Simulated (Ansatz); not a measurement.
# Two runs on Sr

System: Sr (2 atoms in the cell).
Method of the first run: DFT PBEsol, scalar-relativistic, plane waves, PAW, no spin polarisation (Ansatz 0.2.0).

The structure derives from an entry of the Crystallography Open Database. Text and figures count atoms from 1; the logs count them from 0 in places.

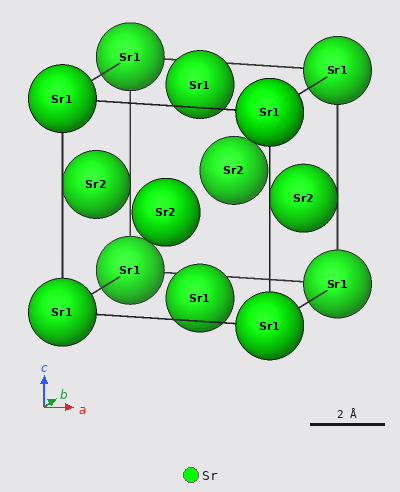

**Figure 1.** The structure as given in the input (spheres-only view of the cell 2 times as large as that of the calculation, set on its symmetry axes, seen slightly off an axis; atoms are numbered from 1 in the order of the input). An atom can appear more than once, as a periodic image.

**Input, the first run**
```yaml
crystal:
  lattice:
    - [2.9579193978, 2.9579193978, 0.0]
    - [-2.9579193978, 2.9579193978, 0.0]
    - [0.0, 0.0, 5.9158387956]
  atoms:
    - { symbol: Sr, position: [0.0, 0.0, 0.0] }
    - { symbol: Sr, position: [0.5, 0.5, 0.5] }
basis:
  ecutwfc: 420
kpoints:
  mp_grid: { grid: [12, 12, 10] }
hamiltonian:
  xc: pbesol
scf:
  occupations: { method: gaussian, width: 0.1 }
output:
  forces: true
  stress: true
  eigenvalues: true
```

Command:
```bash
ansatz run input.yaml --threads 1 --pin off --max-ram 2560MiB --backend cpu --events-out ev --progress --plain --runs-dir out
```

Hardware: 1 thread of Arm Neoverse V1, 24 GiB of memory available, shared host.

**Output, shortened to warnings, some set-up lines, iterations and results (the first run)**
```
Basis set: ecut = 420 eV, 1963 PW (Γ), exchange–correlation on 60×60×80 points (8 copies of the dense FFT grid, shifted against one another)
Symmetry: 32 space group operations
k-points: 168 of 1440
Initial density: superposition of atomic densities (neutral atoms: chi_scale 0, normalization atom), corrected by the library's trained network
[...]
SCF iter   1: F=—  HF=-6984.432792 eV  |F-HF|=—  |Δ(HF+E_count)|=         —  Δρ=1.39e-3  dr2=1.67e-3  ethr=1.77e-3  ⟨swp⟩=8.5  Hψ=17007  notcnv=0
SCF iter   2: F=—  HF=-6984.433613 eV  |F-HF|=—  |Δ(HF+E_count)|=   8.21e-4  Δρ=6.96e-4  dr2=6.44e-4  ethr=8.36e-6  ⟨swp⟩=2.9  Hψ=5808  notcnv=0
SCF iter   3: F=—  HF=-6984.433595 eV  |F-HF|=—  |Δ(HF+E_count)|=   1.85e-5  Δρ=1.81e-4  dr2=5.43e-5  ethr=3.22e-6  ⟨swp⟩=1.9  Hψ=2872  notcnv=0
SCF iter   4: F=—  HF=-6984.433581 eV  |F-HF|=—  |Δ(HF+E_count)|=   1.39e-5  Δρ=4.05e-5  dr2=1.75e-6  ethr=2.72e-7  ⟨swp⟩=1.9  Hψ=2665  notcnv=0
SCF iter   5: F=-6984.433581 eV  HF=-6984.433581 eV  |F-HF|=3.56e-8  |Δ(HF+E_count)|=   4.83e-7  Δρ=1.10e-5  dr2=9.48e-8  ethr=8.76e-9  ⟨swp⟩=2.1  Hψ=3215  notcnv=0
SCF iter   6: F=-6984.433581 eV  HF=-6984.433581 eV  |F-HF|=1.05e-9  |Δ(HF+E_count)|=   3.91e-8  Δρ=1.06e-6  dr2=9.53e-10  ethr=4.74e-10  ⟨swp⟩=4.9  Hψ=13279  notcnv=0
SCF 1 converged in 6 iterations: F = -6984.433581 eV  dr2 = 9.53e-10
SCF converged after 6 iterations
Free energy (F): -6984.433581 eV
Harris-Foulkes:  -6984.433581 eV  (|F-HF|=1.05e-9)
Internal energy: -6984.422453 eV  (E = F + TS)
E sigma→0 (E₀):  -6984.428017 eV
Entropy (-TS):   -0.011128 eV (-5.564 meV/atom)
Fermi energy:    5.427899 eV
--- Per-component energies (eV) ---
  E_band       = -263.114634
  E_kinetic    = 483.611971
  E_local      = -1510.776856  (includes V_loc(G=0)·N_el)
  E_nonlocal   = 408.658774
  E_hartree    = 378.218785
  E_xc         = -339.249005
  E_vxc        = -317.611594  (∫ρ·V_xc dr)
  E_paw        = -5289.161110  (= ΣΔE_a)
  E_vpaw       = -83.434677  (= ΣTr[D̂ρ^β])
  E_aug_tail   = -0.000003  (compensation charges beyond the density's cutoff)
  E_ewald      = -1115.993703
  E_core_change = 0.268695  (= ΣΔE_core)
  E_smearing   = -0.011128  (= −TS)
  E_closure    = 0.000000  (closes the sum)
  Σ components = -6984.433581   (vs F -6984.433581, Δ=0.00e0)
--- Forces (eV/Å), atoms counted from 1 ---
  atom   1  Sr    -0.00000000     0.00000000     0.00000000
  atom   2  Sr    -0.00000000     0.00000000     0.00000000
  max |Σ_I F_I| component: 6.16e-31 eV/Å
--- Stress (GPa, compression-positive) ---
        0.035681       0.000000       0.000000
        0.000000       0.035681       0.000000
        0.000000       0.000000       0.005095
  P = ⅓ Tr σ = 0.0255 GPa (0.255 kbar)
```

For the second run the input was changed thus:
```diff
-    - [0.0, 0.0, 5.9158387956]
+    - [0.0, 0.0, 5.7383636317]
```

What does this change do to the results?

With the same functional and potentials, the second run lies 2.4 meV per atom higher. The pressure goes from 0.03 to 0.43 GPa. The volume per atom goes from 51.76 to 50.21 Å³. The number of SCF iterations is the same. The plane waves at Γ go from 1963 to 1939.

**Output, shortened to warnings, some set-up lines, iterations and results (the second run)**
```
Basis set: ecut = 420 eV, 1939 PW (Γ), exchange–correlation on 60×60×80 points (8 copies of the dense FFT grid, shifted against one another)
Symmetry: 32 space group operations
k-points: 168 of 1440
Initial density: superposition of atomic densities (neutral atoms: chi_scale 0, normalization atom), corrected by the library's trained network
[...]
SCF iter   1: F=—  HF=-6984.427974 eV  |F-HF|=—  |Δ(HF+E_count)|=         —  Δρ=1.49e-3  dr2=1.92e-3  ethr=1.77e-3  ⟨swp⟩=8.4  Hψ=16966  notcnv=0
SCF iter   2: F=—  HF=-6984.428841 eV  |F-HF|=—  |Δ(HF+E_count)|=   8.66e-4  Δρ=7.45e-4  dr2=7.17e-4  ethr=9.60e-6  ⟨swp⟩=2.7  Hψ=5529  notcnv=0
SCF iter   3: F=—  HF=-6984.428820 eV  |F-HF|=—  |Δ(HF+E_count)|=   2.02e-5  Δρ=1.98e-4  dr2=5.99e-5  ethr=3.58e-6  ⟨swp⟩=2.1  Hψ=2982  notcnv=0
SCF iter   4: F=—  HF=-6984.428800 eV  |F-HF|=—  |Δ(HF+E_count)|=   2.08e-5  Δρ=4.39e-5  dr2=1.91e-6  ethr=2.99e-7  ⟨swp⟩=2.1  Hψ=2796  notcnv=0
SCF iter   5: F=—  HF=-6984.428800 eV  |F-HF|=—  |Δ(HF+E_count)|=   6.09e-7  Δρ=1.17e-5  dr2=1.03e-7  ethr=9.57e-9  ⟨swp⟩=2.3  Hψ=3767  notcnv=0
SCF iter   6: F=-6984.428800 eV  HF=-6984.428800 eV  |F-HF|=9.65e-10  |Δ(HF+E_count)|=   4.19e-8  Δρ=1.18e-6  dr2=1.03e-9  ethr=5.00e-10  ⟨swp⟩=6.5  Hψ=12337  notcnv=0
SCF 1 converged in 6 iterations: F = -6984.428800 eV  dr2 = 1.03e-9
SCF converged after 6 iterations
Free energy (F): -6984.428800 eV
Harris-Foulkes:  -6984.428800 eV  (|F-HF|=9.65e-10)
Internal energy: -6984.419383 eV  (E = F + TS)
E sigma→0 (E₀):  -6984.424092 eV
Entropy (-TS):   -0.009417 eV (-4.709 meV/atom)
Fermi energy:    5.655387 eV
--- Per-component energies (eV) ---
  E_band       = -257.786176
  E_kinetic    = 484.181963
  E_local      = -1493.759430  (includes V_loc(G=0)·N_el)
  E_nonlocal   = 408.704637
  E_hartree    = 372.252100
  E_xc         = -339.528073
  E_vxc        = -317.989070  (∫ρ·V_xc dr)
  E_paw        = -5289.170333  (= ΣΔE_a)
  E_vpaw       = -83.428415  (= ΣTr[D̂ρ^β])
  E_aug_tail   = -0.000003  (compensation charges beyond the density's cutoff)
  E_ewald      = -1127.368939
  E_core_change = 0.268695  (= ΣΔE_core)
  E_smearing   = -0.009417  (= −TS)
  E_closure    = 0.000000  (closes the sum)
  Σ components = -6984.428800   (vs F -6984.428800, Δ=0.00e0)
--- Forces (eV/Å), atoms counted from 1 ---
  atom   1  Sr    -0.00000000     0.00000000     0.00000000
  atom   2  Sr    -0.00000000     0.00000000     0.00000000
  max |Σ_I F_I| component: 2.90e-30 eV/Å
--- Stress (GPa, compression-positive) ---
        0.396242       0.000000      -0.000000
        0.000000       0.396242      -0.000000
       -0.000000      -0.000000       0.492795
  P = ⅓ Tr σ = 0.4284 GPa (4.284 kbar)
```

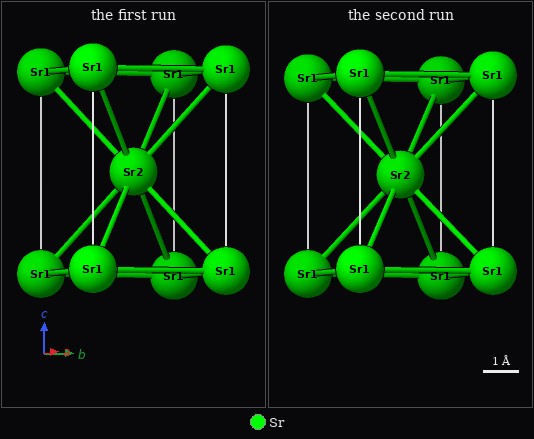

**Figure 2.** The two input geometries at one scale (ball-and-stick view of the cell of the calculation, seen at an oblique angle). No atom moves by more than 0.005 Å relative to the cell. The drawn cell changes as follows: a = b stay at 4.183 Å, c 5.916 → 5.738 Å (−3.0 %); the volume changes by −3.0 %. Among the contacts that change: Sr1–Sr2 4.183 → 4.121 Å.

**The two runs side by side**

| quantity | the first run | the second run |
| --- | --- | --- |
| outcome | converged | converged |
| free energy per atom (eV) | −3492.2168 | −3492.2144 |
| energy per atom, smearing taken to zero (eV) | −3492.2140 | −3492.2120 |
| gap on the mesh (eV) | 0.00 | 0.00 |
| pressure (GPa) | 0.03 | 0.43 |
| volume per atom (Å³) | 51.76 | 50.21 |
| largest force (eV/Å) | 0.000 | 0.000 |
| SCF iterations | 6 | 6 |
| irreducible k-points | 168 | 168 |
| plane waves at Γ | 1963 | 1939 |
| wall time (shared host) | 12 s | 12 s |
